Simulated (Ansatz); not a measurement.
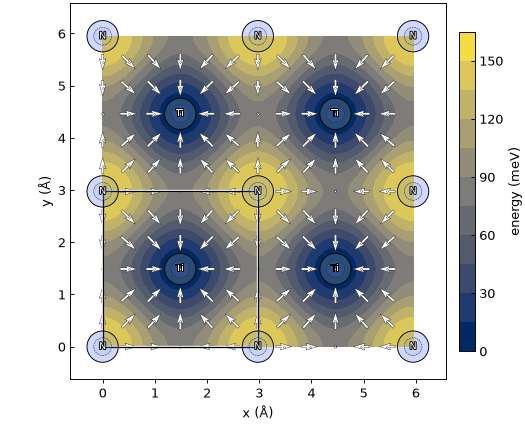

Energy landscape of H on a TiN(100) slab cut from the Fm-3m phase, its upper half relaxed before the scan (24 atoms of substrate and one adsorbate in a 2 × 2 cell). 
- H is moved over the surface cell at a fixed height above a rigid substrate; the origin of the map has the adsorbate above N21; the height is held at 3.10 Å.
- Places are given modulo a cell vector. The map is drawn in real space over the plane of the surface.
- Grid: 6 × 6 points; 10 points were computed and 26 follow by symmetry.
- Places are given in fractions of the 1 × 1 surface cell.
- Energies: meV, counted from the lowest grid point.
- The runs have no spin polarisation, so an open-shell adsorbate far from the surface lies too high. At a fixed height the lowest place need not be the adsorption site.
- Level of theory: DFT PBE+D3(BJ), scalar-relativistic, plane waves, PAW in Ansatz. Settings: cutoff 420 eV, k-mesh 5×5×1, gaussian smearing 0.1 eV, no spin polarisation.

The picture shows filled contours, dots at the grid points, arrows along the force (downhill), their lengths compressed, labelled circles for the atoms of the top layer and small ones for the second layer, the outline of one cell of the 2 × 2 shown. Between grid points the surface is interpolated. 

Question: Summarise what can be read from the map.

Answer: The lowest grid point is at the top site over a surface Ti atom, (3/6, 3/6) of the cell vectors. It is the only kind of minimum in the scanned range. The highest grid point, the top site over a surface N atom, (0/6, 0/6) of the cell vectors, lies 158 meV above the lowest. On the interpolated surface the easiest way out of the lowest well to its copy in the next cell or period passes a barrier of about 85 meV. At the lowest point the adsorbate has 1 Ti at 3.31 Å as nearest neighbours, at the highest 1 N at 3.10 Å.

The values on the grid:

```
second ↓, first →  0/6  1/6  2/6  3/6  4/6  5/6
              5/6  139  120   82   63   82  120
              4/6  103   82   41   21   41   82
              3/6   85   63   21    0   21   63
              2/6  103   82   41   21   41   82
              1/6  139  120   82   63   82  120
              0/6  158  139  103   85  103  139
```

The input of one point:

```yaml
crystal:
  lattice:
    - [5.9473589866, 0.0, 0.0]
    - [0.0, 5.9473589866, 0.0]
    - [0.0, 0.0, 21.6533569277]
  atoms:
    - { symbol: Ti, position: [0.25, 0.25, 0.1847288628] }
    - { symbol: Ti, position: [0.25, 0.75, 0.1847288628] }
    - { symbol: Ti, position: [0.75, 0.25, 0.1847288628] }
    - { symbol: Ti, position: [0.75, 0.75, 0.1847288628] }
    - { symbol: "N", position: [0.0, 0.0, 0.1847288628] }
    - { symbol: "N", position: [0.0, 0.5, 0.1847288628] }
    - { symbol: "N", position: [0.5, 0.0, 0.1847288628] }
    - { symbol: "N", position: [0.5, 0.5, 0.1847288628] }
    - { symbol: Ti, position: [0.0, 0.0, 0.2801771125] }
    - { symbol: Ti, position: [0.0, 0.5, 0.2801771125] }
    - { symbol: Ti, position: [0.5, 0.0, 0.2801771125] }
    - { symbol: Ti, position: [0.5, 0.5, 0.2801771125] }
    - { symbol: "N", position: [0.25, 0.25, 0.2786780157] }
    - { symbol: "N", position: [0.25, 0.75, 0.2786780157] }
    - { symbol: "N", position: [0.75, 0.25, 0.2786780157] }
    - { symbol: "N", position: [0.75, 0.75, 0.2786780157] }
    - { symbol: Ti, position: [0.25, 0.25, 0.3715894834] }
    - { symbol: Ti, position: [0.25, 0.75, 0.3715894834] }
    - { symbol: Ti, position: [0.75, 0.25, 0.3715894834] }
    - { symbol: Ti, position: [0.75, 0.75, 0.3715894834] }
    - { symbol: "N", position: [0.0, 0.0, 0.3811583098] }
    - { symbol: "N", position: [0.0, 0.5, 0.3811583098] }
    - { symbol: "N", position: [0.5, 0.0, 0.3811583098] }
    - { symbol: "N", position: [0.5, 0.5, 0.3811583098] }
    - { symbol: H, position: [0.25, 0.25, 0.5243231784] }
basis:
  ecutwfc: 420
kpoints:
  mp_grid: { grid: [5, 5, 1] }
hamiltonian:
  xc: pbe
  pseudopotentials: { kind: paw, azcp: { folder: soft_1 } }
  dispersion: d3bj
scf:
  occupations: { method: gaussian, width: 0.1 }
output:
  forces: true
  eigenvalues: true
efield:
  axis: 3
  dipole_correction: true
  ramp_width: 0.04
```

Each point was launched as `ansatz run input.yaml --threads 4 --pin off --max-ram 12288MiB --backend cpu --events-out ev --progress --plain --runs-dir out`. Time for the 10 points that were run: 12 min on 4 threads of Arm Neoverse V2, with other jobs on the host.
